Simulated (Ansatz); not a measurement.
## Al₂Cu: a changed input and its effect

System: Al₂Cu (I4/mmm, 3 atoms in the cell).
Method of run 1: DFT PBEsol, scalar-relativistic, plane waves, PAW, no spin polarisation (Ansatz 0.2.0).

The structure derives from a Materials Project entry. Text and figures count atoms from 1; the logs count them from 0 in places.

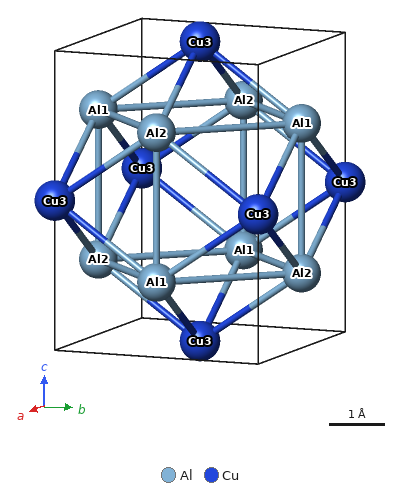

Figure 1. The input geometry (ball-and-stick view of the cell 2 times as large as that of the calculation, set on its symmetry axes, seen slightly off an axis; atoms are numbered from 1 in the order of the input). An atom can appear more than once, as a periodic image. Near neighbours in the periodic cell (some may lie outside the picture): Al has 6 Al at 2.78 to 2.86 Å and 4 Cu at 2.46 Å; Cu has 8 Al at 2.46 Å.

**Input, run 1**
```yaml
crystal:
  lattice:
    - [-2.0246315468, 2.0246315468, 2.7771232558]
    - [2.0246315468, -2.0246315468, 2.7771232558]
    - [2.0246315468, 2.0246315468, -2.7771232558]
  atoms:
    - { symbol: Al, position: [0.75, 0.25, 0.5] }
    - { symbol: Al, position: [0.25, 0.75, 0.5] }
    - { symbol: Cu, position: [0.5, 0.5, 0.0] }
basis:
  ecutwfc: 420
kpoints:
  mp_grid: { grid: [16, 16, 16] }
hamiltonian:
  xc: pbesol
scf:
  occupations: { method: gaussian, width: 0.15 }
output:
  forces: true
  stress: true
  eigenvalues: true
  write_density: true
  write_potential: true
  elf: true
  volumetric_format: npy
```

Command:
```bash
ansatz run input.yaml --threads 2 --pin off --max-ram 5120MiB --backend cpu --events-out ev --progress --plain --runs-dir out
```

Hardware: 2 threads of Arm Neoverse V2, 24 GiB of memory available, shared host.

**Output, shortened to warnings, some set-up lines, iterations and results (run 1)**
```
Basis set: ecut = 420 eV, 925 PW (Γ), exchange–correlation on 54×54×54 points (8 copies of the dense FFT grid, shifted against one another)
Symmetry: 16 space group operations
k-points: 349 of 4096
Initial density: superposition of atomic densities (neutral atoms: chi_scale 0, normalization atom), corrected by the library's trained network
[...]
SCF iter   1: F=—  HF=-7638.399252 eV  |F-HF|=—  |Δ(HF+E_count)|=         —  Δρ=9.11e-3  dr2=2.03e-2  ethr=1.77e-3  ⟨swp⟩=5.1  Hψ=29552  notcnv=0
SCF iter   2: F=—  HF=-7638.395465 eV  |F-HF|=—  |Δ(HF+E_count)|=   3.79e-3  Δρ=1.23e-3  dr2=7.03e-4  ethr=8.14e-5  ⟨swp⟩=2.1  Hψ=11344  notcnv=0
SCF iter   3: F=—  HF=-7638.395334 eV  |F-HF|=—  |Δ(HF+E_count)|=   1.32e-4  Δρ=1.09e-3  dr2=4.75e-4  ethr=2.81e-6  ⟨swp⟩=2.0  Hψ=7907  notcnv=0
SCF iter   4: F=—  HF=-7638.395361 eV  |F-HF|=—  |Δ(HF+E_count)|=   2.72e-5  Δρ=3.46e-4  dr2=7.70e-5  ethr=1.90e-6  ⟨swp⟩=1.0  Hψ=5848  notcnv=0
SCF iter   5: F=—  HF=-7638.395376 eV  |F-HF|=—  |Δ(HF+E_count)|=   1.53e-5  Δρ=6.89e-5  dr2=3.26e-6  ethr=3.08e-7  ⟨swp⟩=1.1  Hψ=5917  notcnv=0
SCF iter   6: F=—  HF=-7638.395376 eV  |F-HF|=—  |Δ(HF+E_count)|=   2.17e-7  Δρ=3.10e-5  dr2=5.79e-7  ethr=1.30e-8  ⟨swp⟩=2.2  Hψ=8788  notcnv=0
SCF iter   7: F=-7638.395376 eV  HF=-7638.395376 eV  |F-HF|=3.04e-8  |Δ(HF+E_count)|=   1.46e-7  Δρ=5.16e-6  dr2=1.52e-8  ethr=4.00e-10  ⟨swp⟩=6.5  Hψ=34901  notcnv=0
SCF 1 converged in 7 iterations: F = -7638.395376 eV  dr2 = 1.52e-8
SCF converged after 7 iterations
Free energy (F): -7638.395376 eV
Harris-Foulkes:  -7638.395376 eV  (|F-HF|=3.04e-8)
Internal energy: -7638.385879 eV  (E = F + TS)
E sigma→0 (E₀):  -7638.390627 eV
Entropy (-TS):   -0.009497 eV (-3.166 meV/atom)
Fermi energy:    9.747527 eV
--- Per-component energies (eV) ---
  E_band       = -483.851012
  E_kinetic    = 348.295843
  E_local      = -5839.234501  (includes V_loc(G=0)·N_el)
  E_nonlocal   = 403.564567
  E_hartree    = 2611.865528
  E_xc         = -170.050696
  E_vxc        = -176.670801  (∫ρ·V_xc dr)
  E_paw        = -2528.669191  (= ΣΔE_a)
  E_vpaw       = -443.547760  (= ΣTr[D̂ρ^β])
  E_aug_tail   = 0.000233  (compensation charges beyond the density's cutoff)
  E_ewald      = -2464.402141
  E_core_change = 0.244480  (= ΣΔE_core)
  E_smearing   = -0.009497  (= −TS)
  E_closure    = -0.000000  (closes the sum)
  Σ components = -7638.395376   (vs F -7638.395376, Δ=0.00e0)
--- Forces (eV/Å), atoms counted from 1 ---
  atom   1  Al     0.00000000     0.00000000     0.00000000
  atom   2  Al     0.00000000     0.00000000     0.00000000
  atom   3  Cu    -0.00000000     0.00000000     0.00000000
  max |Σ_I F_I| component: 2.08e-17 eV/Å
--- Stress (GPa, compression-positive) ---
        2.264656       0.000000       0.000000
        0.000000       2.264656      -0.000000
        0.000000      -0.000000       5.914180
  P = ⅓ Tr σ = 3.4812 GPa (34.812 kbar)
```

The input of run 2 differs as follows (lines with − go, lines with + come):
```diff
-    - [-2.0246315468, 2.0246315468, 2.7771232558]
-    - [2.0246315468, -2.0246315468, 2.7771232558]
-    - [2.0246315468, 2.0246315468, -2.7771232558]
+    - [-2.0853704932, 2.0853704932, 2.9489040758]
+    - [2.0853704932, -2.0853704932, 2.9489040758]
+    - [2.0853704932, 2.0853704932, -2.9489040758]
```

Predict how the results change.

With the same functional and potentials, run 2 lies 28.8 meV per atom higher. The pressure goes from 3.48 to −7.60 GPa. The volume per atom goes from 15.18 to 17.10 Å³. The number of SCF iterations is the same. The plane waves at Γ go from 925 to 965.

**Output, shortened to warnings, some set-up lines, iterations and results (run 2)**
```
Basis set: ecut = 420 eV, 965 PW (Γ), exchange–correlation on 60×60×60 points (8 copies of the dense FFT grid, shifted against one another)
Symmetry: 16 space group operations
k-points: 349 of 4096
Initial density: superposition of atomic densities (neutral atoms: chi_scale 0, normalization atom), corrected by the library's trained network
[...]
SCF iter   1: F=—  HF=-7638.310760 eV  |F-HF|=—  |Δ(HF+E_count)|=         —  Δρ=6.41e-3  dr2=1.21e-2  ethr=1.77e-3  ⟨swp⟩=5.1  Hψ=29530  notcnv=0
SCF iter   2: F=—  HF=-7638.308728 eV  |F-HF|=—  |Δ(HF+E_count)|=   2.03e-3  Δρ=1.21e-3  dr2=9.84e-4  ethr=4.85e-5  ⟨swp⟩=2.1  Hψ=11126  notcnv=0
SCF iter   3: F=—  HF=-7638.308749 eV  |F-HF|=—  |Δ(HF+E_count)|=   2.04e-5  Δρ=9.52e-4  dr2=6.12e-4  ethr=3.94e-6  ⟨swp⟩=2.1  Hψ=7849  notcnv=0
SCF iter   4: F=—  HF=-7638.308845 eV  |F-HF|=—  |Δ(HF+E_count)|=   9.60e-5  Δρ=4.41e-4  dr2=1.51e-4  ethr=2.45e-6  ⟨swp⟩=1.0  Hψ=5851  notcnv=0
SCF iter   5: F=—  HF=-7638.308867 eV  |F-HF|=—  |Δ(HF+E_count)|=   2.17e-5  Δρ=8.98e-5  dr2=7.08e-6  ethr=6.04e-7  ⟨swp⟩=1.3  Hψ=5974  notcnv=0
SCF iter   6: F=—  HF=-7638.308850 eV  |F-HF|=—  |Δ(HF+E_count)|=   1.63e-5  Δρ=2.78e-5  dr2=4.75e-7  ethr=2.83e-8  ⟨swp⟩=2.1  Hψ=7512  notcnv=0
SCF iter   7: F=-7638.308850 eV  HF=-7638.308850 eV  |F-HF|=1.30e-8  |Δ(HF+E_count)|=   1.06e-7  Δρ=2.57e-6  dr2=4.90e-9  ethr=4.00e-10  ⟨swp⟩=8.4  Hψ=33471  notcnv=0
SCF 1 converged in 7 iterations: F = -7638.308850 eV  dr2 = 4.90e-9
SCF converged after 7 iterations
Free energy (F): -7638.308850 eV
Harris-Foulkes:  -7638.308850 eV  (|F-HF|=1.30e-8)
Internal energy: -7638.298956 eV  (E = F + TS)
E sigma→0 (E₀):  -7638.303903 eV
Entropy (-TS):   -0.009894 eV (-3.298 meV/atom)
Fermi energy:    8.307722 eV
--- Per-component energies (eV) ---
  E_band       = -510.921528
  E_kinetic    = 343.172519
  E_local      = -6002.220369  (includes V_loc(G=0)·N_el)
  E_nonlocal   = 404.481532
  E_hartree    = 2681.455054
  E_xc         = -167.308385
  E_vxc        = -173.120708  (∫ρ·V_xc dr)
  E_paw        = -2529.835844  (= ΣΔE_a)
  E_vpaw       = -446.149128  (= ΣTr[D̂ρ^β])
  E_aug_tail   = 0.000264  (compensation charges beyond the density's cutoff)
  E_ewald      = -2368.288207
  E_core_change = 0.244480  (= ΣΔE_core)
  E_smearing   = -0.009894  (= −TS)
  E_closure    = -0.000000  (closes the sum)
  Σ components = -7638.308850   (vs F -7638.308850, Δ=0.00e0)
--- Forces (eV/Å), atoms counted from 1 ---
  atom   1  Al    -0.00000000     0.00000000     0.00000000
  atom   2  Al     0.00000000    -0.00000000     0.00000000
  atom   3  Cu    -0.00000000     0.00000000    -0.00000000
  max |Σ_I F_I| component: 6.94e-18 eV/Å
--- Stress (GPa, compression-positive) ---
       -7.601902       0.000000       0.000000
        0.000000      -7.601902      -0.000000
       -0.000000      -0.000000      -7.594570
  P = ⅓ Tr σ = -7.5995 GPa (-75.995 kbar)
```

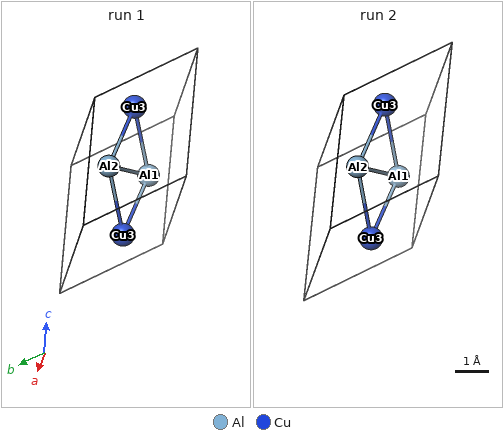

Figure 2. The two input geometries at one scale (ball-and-stick view of the cell of the calculation, seen at an oblique angle). No atom moves by more than 0.005 Å relative to the cell. Cell: a = b = c 3.989 → 4.171 Å (+4.6 %), α 119.0° → 120.0°, β 119.0° → 120.0°, γ 91.7° → 90.0°. Volume +12.7 %. Among the contacts that change: Al1–Al2 2.777 → 2.949 Å, Al1–Cu3 2.455 → 2.554 Å.

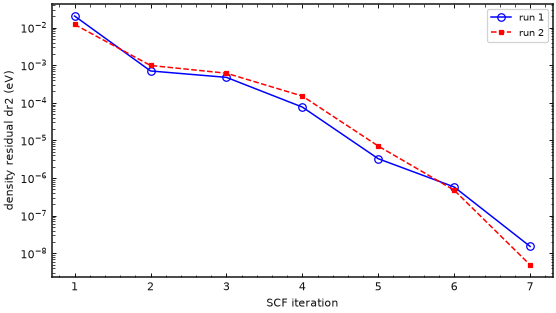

Figure 3. Convergence of the two runs: density residual dr2 against the SCF iteration. Run 1 takes 7 iterations in all, and run 2 takes 7.

**The two runs side by side**

```csv
quantity,run 1,run 2
outcome,converged,converged
free energy per atom (eV),−2546.1318,−2546.1030
"energy per atom, smearing taken to zero (eV)",−2546.1302,−2546.1013
gap on the mesh (eV),0.00,0.00
pressure (GPa),3.48,−7.60
volume per atom (Å³),15.18,17.10
largest force (eV/Å),0.000,0.000
SCF iterations,7,7
irreducible k-points,349,349
plane waves at Γ,925,965
wall time (shared host),7.5 s,7.6 s
```

For run 2: The cell is under a tension of 7.6 GPa at this level, so it is not at its equilibrium volume.
